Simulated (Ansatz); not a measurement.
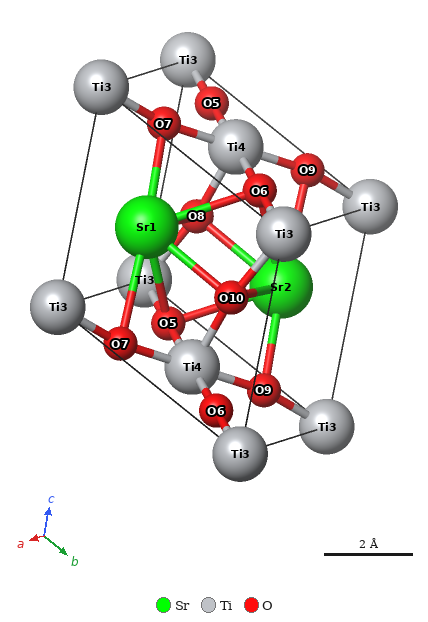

**Figure 1.** The structure (ball-and-stick view of the cell of the calculation, seen slightly off an axis; atoms are numbered from 1 in the order of the input). An atom can appear more than once, as a periodic image.

# Run report: SrTiO3, single-point calculation

System: SrTiO3 (I4/mcm, 10 atoms in the cell).
Method: DFT, PBEsol, plane waves, PAW, no spin polarisation (Ansatz 0.2.0).

The structure derives from an entry of the Crystallography Open Database. Some settings of this run were made unusual or wrong on purpose. Figures and captions count atoms from 1; the log counts them from 0 in places.

## Input
```yaml
crystal:
  lattice:
    - [-2.7435446877, 2.7435446877, 3.9043133081]
    - [2.7435446877, -2.7435446877, 3.9043133081]
    - [2.7435446877, 2.7435446877, -3.9043133081]
  atoms:
    - { symbol: Sr, position: [0.75, 0.25, 0.5] }
    - { symbol: Sr, position: [0.25, 0.75, 0.5] }
    - { symbol: Ti, position: [0.0, 0.0, 0.0] }
    - { symbol: Ti, position: [0.5, 0.5, 0.0] }
    - { symbol: O, position: [0.25, 0.25, 0.0] }
    - { symbol: O, position: [0.75, 0.75, 0.0] }
    - { symbol: O, position: [0.7253545257, 0.2253545257, 0.9507090513] }
    - { symbol: O, position: [0.2253545257, 0.2746454743, 0.5] }
    - { symbol: O, position: [0.2746454743, 0.7746454743, 0.0492909487] }
    - { symbol: O, position: [0.7746454743, 0.7253545257, 0.5] }
basis:
  ecutwfc: 420
kpoints:
  mp_grid: { grid: [8, 8, 8] }
hamiltonian:
  xc: pbesol
scf:
  occupations: { method: gaussian, width: 1.0 }
  max_iter: 50
output:
  forces: true
  eigenvalues: true
  stress: true
```

Run as:
```bash
ansatz run input.yaml --threads 4 --pin off --max-ram 10240MiB --backend cpu --events-out ev --progress --plain --runs-dir out
```

## What the program printed
```
band count auto-derived: 54 (N_el = 80.0; filled up to band 40; 50 by the electrons, moments and atoms)
Engine: ansatz 0.2.0, x86_64-unknown-linux-gnu
Pseudopotentials: kind: paw
Pseudopotential: Sr, paw, valence charge 10, recommended cutoff 420 eV (normal), Sr.paw.azcp
Pseudopotential: Ti, paw, valence charge 12, recommended cutoff 420 eV (normal), Ti.paw.azcp
Pseudopotential: O, paw, valence charge 6, recommended cutoff 420 eV (normal), O.paw.azcp
Functional definition: PBEsol
  exchange = pbesol_x
  correlation = pbesol_c
Crystal: 10 atoms, lattice volume = 117.552 Å³
Basis set: ecut = 420 eV, 2277 PW (Γ), exchange–correlation on 80×80×80 points (8 copies of the dense FFT grid, shifted against one another)
Bands: 54, of which v1, the nominal top of the filled ones, is band 40 counted from 1 (39 counted from 0)
Symmetry: 16 space group operations
Space group: I4/mcm (ITA 140), of the structure as read, at distance tolerance 4.9e-5 Å
k-points: 59 of 512
Non-local potential: Sr, projectors of the file, l = 0: 3, l = 1: 2, l = 2: 2
Non-local potential: Ti, projectors of the file, l = 0: 3, l = 1: 2, l = 2: 3, l = 3: 1
Non-local potential: O, projectors of the file, l = 0: 2, l = 1: 2, l = 2: 1
PAW form: soft (Blöchl's): semilocal exchange-correlation on the pseudo side does not see the compensation charge
PAW frozen core: Sr, regenerated for the run's functional, and the local potential with it (the file was generated under x = pbe(κ = 0.804, μ = 0.2195149727645171), c = pbe(β = 0.06672455060314922))
PAW frozen core: Ti, regenerated for the run's functional, and the local potential with it (the file was generated under x = pbe(κ = 0.804, μ = 0.2195149727645171), c = pbe(β = 0.06672455060314922))
PAW frozen core: O, regenerated for the run's functional, and the local potential with it (the file was generated under x = pbe(κ = 0.804, μ = 0.2195149727645171), c = pbe(β = 0.06672455060314922))
PAW one-centre angular grid: Sr, 110 points (default); XC on 64 Gauss nodes
PAW one-centre angular grid: Ti, 590 points (default); XC on 64 Gauss nodes
PAW one-centre angular grid: O, 110 points (default); XC on 64 Gauss nodes
Initial density: superposition of atomic densities (neutral atoms: chi_scale 0, normalization atom), corrected by the library's trained network
Initial wavefunctions: pseudopotential atomic-orbital guess
Functional: x = pbesol(κ = 0.804, μ = 0.12345679012345678), c = pbesol(β = 0.046)
SCF iter   1: F=—  HF=-15314.618247 eV  |F-HF|=—  |Δ(HF+E_count)|=         —  Δρ=1.92e-2  dr2=3.98e-1  ethr=1.77e-3  ⟨swp⟩=7.3  Hψ=14839  notcnv=0
preconditioner: auto → Resta (q_TF=auto, 2.559 Å⁻¹)  ε∞=5.1  [insulator: Δε(μ)=1.779 eV  Ē_g=13.027 eV  σ=1.000 eV  W_gap=0.78  n_scr=26 (ndim 8)  ℏωp=26.5 eV  f_vac=0.000  D(μ)=0.63/eV (n_scr^D=0)  ε∞_Penn≈5.1]
SCF iter   2: F=—  HF=-15314.550663 eV  |F-HF|=—  |Δ(HF+E_count)|=   6.76e-2  Δρ=6.96e-3  dr2=6.72e-2  ethr=4.98e-4  ⟨swp⟩=2.3  Hψ=4947  notcnv=0
SCF iter   3: F=—  HF=-15314.540199 eV  |F-HF|=—  |Δ(HF+E_count)|=   1.05e-2  Δρ=1.62e-3  dr2=3.98e-3  ethr=8.41e-5  ⟨swp⟩=2.3  Hψ=4486  notcnv=0
SCF iter   4: F=—  HF=-15314.539517 eV  |F-HF|=—  |Δ(HF+E_count)|=   6.82e-4  Δρ=2.04e-4  dr2=3.75e-5  ethr=4.98e-6  ⟨swp⟩=1.6  Hψ=3390  notcnv=0
SCF iter   5: F=—  HF=-15314.539514 eV  |F-HF|=—  |Δ(HF+E_count)|=   2.60e-6  Δρ=4.12e-5  dr2=1.36e-6  ethr=4.69e-8  ⟨swp⟩=2.1  Hψ=5086  notcnv=0
SCF iter   6: F=-15314.539515 eV  HF=-15314.539515 eV  |F-HF|=1.56e-8  |Δ(HF+E_count)|=   3.94e-7  Δρ=8.21e-6  dr2=5.32e-8  ethr=1.25e-10  ⟨swp⟩=11.5  Hψ=15798  notcnv=0
SCF 1 converged in 6 iterations: F = -15314.539515 eV  dr2 = 5.32e-8
  greatest PAW one-centre occupation: 0.999 electrons in one spin orbital (limit 2), on the Ti atom at site 3 (counted from 0), in its partial waves of l = 0
```

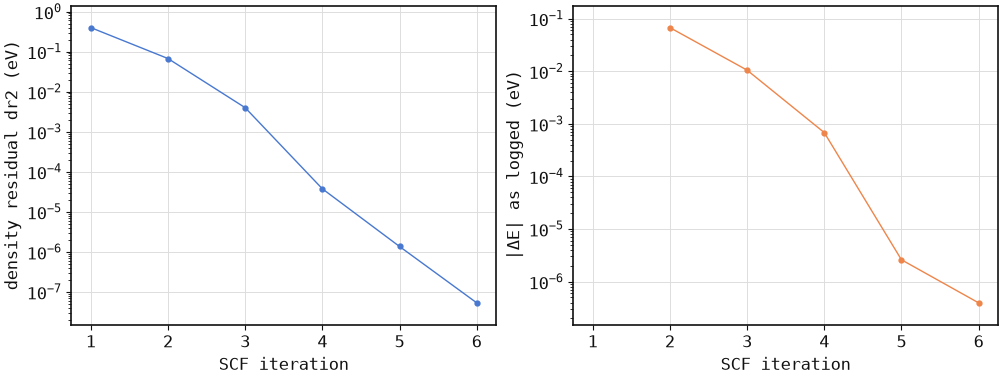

**Figure 2.** Convergence of the self-consistent field: density residual dr2 and size of the energy change against the SCF iteration. The residual falls at every step.

```
SCF converged after 6 iterations
Free energy (F): -15314.539515 eV
Harris-Foulkes:  -15314.539515 eV  (|F-HF|=1.56e-8)
Internal energy: -15314.307364 eV  (E = F + TS)
E sigma→0 (E₀):  -15314.423439 eV
Entropy (-TS):   -0.232151 eV (-23.215 meV/atom)
Fermi energy:    11.091408 eV
--- Per-component energies (eV) ---
  E_band       = -401.449794
  E_kinetic    = 2092.761695
  E_local      = -4710.622000  (includes V_loc(G=0)·N_el)
  E_nonlocal   = 703.506385
  E_hartree    = 1640.410402
  E_xc         = -982.122275
  E_vxc        = -1138.145993  (∫ρ·V_xc dr)
  E_paw        = -8242.497684  (= ΣΔE_a)
  E_vpaw       = -629.792692  (= ΣTr[D̂ρ^β])
  E_aug_tail   = 0.015012  (compensation charges beyond the density's cutoff)
  E_ewald      = -5816.518089
  E_core_change = 0.759191  (= ΣΔE_core)
  E_smearing   = -0.232151  (= −TS)
  E_closure    = -0.000000  (closes the sum)
  Σ components = -15314.539515   (vs F -15314.539515, Δ=0.00e0)
--- Forces (eV/Å), atoms counted from 1 ---
  atom   1  Sr    -0.00000000     0.00000000    -0.00000000
  atom   2  Sr     0.00000000    -0.00000000     0.00000000
  atom   3  Ti     0.00000000    -0.00000000     0.00000000
  atom   4  Ti     0.00000000    -0.00000000     0.00000000
  atom   5  O     -0.00000000     0.00000000    -0.00000000
  atom   6  O      0.00000000     0.00000000     0.00000000
  atom   7  O      0.00371113     0.00371113     0.00000000
  atom   8  O     -0.00371113     0.00371113     0.00000000
  atom   9  O     -0.00371113    -0.00371113     0.00000000
  atom  10  O      0.00371113    -0.00371113    -0.00000000
  max |Σ_I F_I| component: 6.07e-18 eV/Å
--- Stress (GPa, compression-positive) ---
        0.302648       0.000000       0.000000
        0.000000       0.302648      -0.000000
        0.000000      -0.000000       0.284597
  P = ⅓ Tr σ = 0.2966 GPa (2.966 kbar)
--- Band table (eV; the first three rows and the last of 59) ---
  k-point 0: bands = ["-46.0405", "-46.0361", "-22.4957", "-22.4957", "-22.4952", "-22.4284", "-22.4271", "-22.4253", "-22.4253", "-22.3574", "-7.3771", "-6.5180", "-6.3826", "-6.0304", "-6.0304", "-6.0033", "-4.7773", "-4.7773", "-4.5824", "-4.4688", "-4.4207", "-4.4207", "5.3366", "5.8052", "5.8282", "6.2350", "6.2646", "6.2646", "7.1631", "7.1817", "7.1817", "8.7470", "8.7973", "8.7973", "9.6388", "9.6414", "9.6414", "9.7535", "9.8957", "9.8957", "11.9297", "11.9297", "11.9493", "14.1890", "14.4954", "14.5520", "14.5520", "14.8590", "15.3465", "15.7075", "16.2803", "17.0141", "17.0312", "17.0312"]
  k-point 1: bands = ["-46.0403", "-46.0364", "-22.4970", "-22.4958", "-22.4846", "-22.4782", "-22.4279", "-22.4248", "-22.3808", "-22.3605", "-7.3839", "-6.5181", "-6.3796", "-6.1423", "-6.1056", "-6.1029", "-4.7193", "-4.6441", "-4.4708", "-4.4611", "-4.4167", "-4.3227", "5.4175", "5.8175", "6.0454", "6.1190", "6.3153", "6.3406", "6.9679", "7.1484", "7.1710", "8.5429", "8.6027", "8.6234", "9.1595", "9.5365", "9.5372", "9.6566", "9.7166", "9.9040", "11.9473", "12.2707", "12.2990", "14.2324", "14.4162", "14.5215", "14.5917", "15.0192", "15.6149", "15.9794", "16.6274", "17.0970", "17.3278", "17.3737"]
  k-point 2: bands = ["-46.0397", "-46.0369", "-22.5321", "-22.4974", "-22.4973", "-22.4575", "-22.4266", "-22.4236", "-22.3679", "-22.3455", "-7.4518", "-6.5018", "-6.4010", "-6.3436", "-6.2971", "-6.2013", "-4.5750", "-4.4422", "-4.4047", "-4.3767", "-4.2361", "-4.1119", "5.4483", "5.7689", "5.8087", "6.3809", "6.5616", "6.6105", "6.8111", "7.1153", "7.1663", "8.1182", "8.1802", "8.2419", "8.3348", "9.2536", "9.2940", "9.3857", "9.3893", "9.8940", "11.9944", "12.9725", "13.0026", "14.0535", "14.1530", "14.4484", "14.5865", "15.7495", "16.3075", "16.6598", "16.8855", "17.6103", "17.7368", "18.0241"]
  k-point 58: bands = ["-46.0391", "-46.0375", "-22.5860", "-22.4998", "-22.4998", "-22.4220", "-22.4220", "-22.4217", "-22.3783", "-22.3154", "-7.6481", "-6.7227", "-6.4866", "-6.4866", "-6.3415", "-6.0374", "-4.4250", "-4.4250", "-4.3494", "-4.0627", "-4.0627", "-3.7989", "5.2608", "5.4719", "5.6506", "5.7939", "7.0546", "7.0546", "7.1108", "7.1108", "7.4681", "7.6333", "7.6333", "8.0015", "8.2554", "8.4381", "8.4381", "9.3093", "9.3093", "9.8397", "12.1092", "13.7449", "13.7449", "13.9732", "13.9732", "14.0761", "14.7576", "15.4207", "16.6902", "17.1833", "17.3431", "18.0273", "18.1164", "18.5076"]
```

## What the run reported

```tsv
quantity	value
outcome	converged
space group (tolerance 0.01 Å)	I4/mcm (140)
electrons treated	80
free energy	−15314.5395 eV
Fermi energy	11.091 eV
gap on the k-point mesh	2.03 eV
pressure	0.30 GPa
largest force (length of the vector)	0.005 eV/Å
hardware	4 threads of Intel Xeon (Granite Rapids), 32 GiB of memory available, shared host
wall time	2.7 s (CPU time 10 s)
peak memory	0.69 GiB
```

## Diagnosis

This input holds a deliberate fault: a smearing of electronvolts (`scf.occupations`). So wide a smearing fills empty bands and washes out gaps and moments. The run converged all the same; its numbers are those of the faulty input and shouldn't be used.
